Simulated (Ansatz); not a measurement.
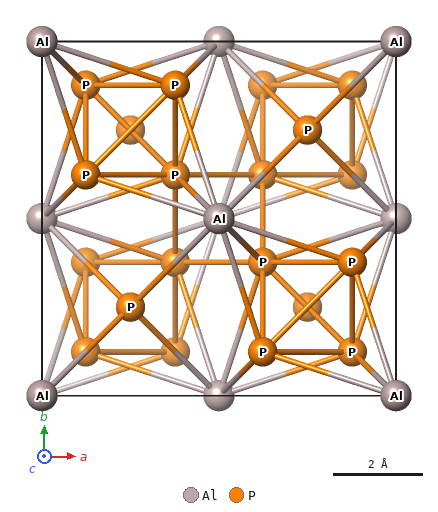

Starting structure of solid AlP5 (a generated structure, set up in F-43m) (coarse preliminary run). Style: ball-and-stick. Shown: the conventional cell (4 times the calculation's cell), along the c axis. Lengths and directions refer to the drawn axes.

Theory: DFT PBE, scalar-relativistic, plane waves, PAW (Ansatz 0.2.0).

The input:
```yaml
crystal:
  lattice:
    - [0.0, 3.98562358, 3.98562358]
    - [3.98562358, 0.0, 3.98562358]
    - [3.98562358, 3.98562358, 0.0]
  atoms:
    - { symbol: Al, position: [0.0, 0.0, 0.0] }
    - { symbol: P, position: [0.25, 0.25, 0.25] }
    - { symbol: P, position: [0.12959015, 0.62346995, 0.62346995] }
    - { symbol: P, position: [0.62346995, 0.62346995, 0.62346995] }
    - { symbol: P, position: [0.62346995, 0.62346995, 0.12959015] }
    - { symbol: P, position: [0.62346995, 0.12959015, 0.62346995] }
basis:
  ecutwfc: 420
kpoints:
  mp_grid: { grid: [4, 4, 4] }
hamiltonian:
  xc: pbe
scf:
  occupations: { method: gaussian, width: 0.1 }
  lower_state_search: "off"
output:
  forces: true
  stress: true
  eigenvalues: true
relax:
  adjacent_minimum: "off"
  f_tol: 0.04
  max_steps: 70
  cell: { stress_tol: 0.4 }
```

Run as
```bash
ansatz run input.yaml --threads 1 --pin off --max-ram 2560MiB --backend cpu --events-out ev --progress --plain --runs-dir out
```

> Predict the outcome.

The largest moves relative to the cell, 0.019 Å, are those of P3, P4, P5 and P6. P4 goes along [1 −1 1]. Al stays in place. Cell: a = b = c 7.971 → 7.134 Å (−10.5 %). Volume −28.3 %. Among the contacts that change: Al1–P2 3.452 → 3.089 Å, Al1–P3 3.308 → 2.958 Å, P2–P3 3.301 → 2.958 Å, P3–P4 2.853 → 2.522 Å. The space group stays F-43m (No. 216). After 4 accepted moves (5 points after the start) the energy has fallen by 2.161 eV per cell of the calculation. Largest force component: 0.18 eV/Å at the start, 0.0045 eV/Å at the end. The pressure goes from −14.42 to 0.06 GPa. The SCF was repeated once at an unchanged geometry on a basis and grid sized afresh for the cell, which shifted the energy by 1.6 meV per cell of the calculation at most. The run took 43 s on 1 thread of Intel(R) Xeon(R) Processor @ 2.50GHz (Skylake/Cascade Lake) (shared host), peak memory 0.35 GiB.

Final geometry:

```
CELL_PARAMETERS angstrom
0.00000 3.56691 3.56691
3.56691 0.00000 3.56691
3.56691 3.56691 0.00000
ATOMIC_POSITIONS crystal
Al 0.00000 0.00000 0.00000
P 0.25000 0.25000 0.25000
P 0.12503 0.62499 0.62499
P 0.62499 0.62499 0.62499
P 0.62499 0.62499 0.12503
P 0.62499 0.12503 0.62499
```

After the run, drawn alike:

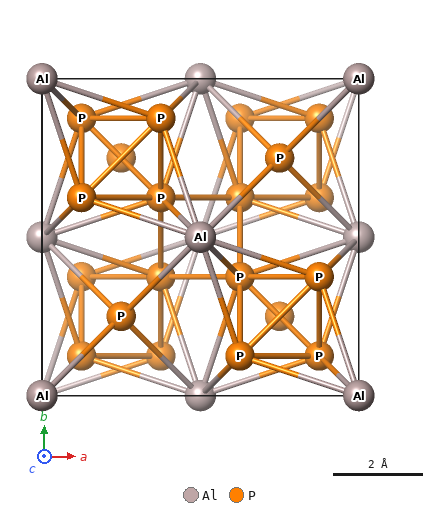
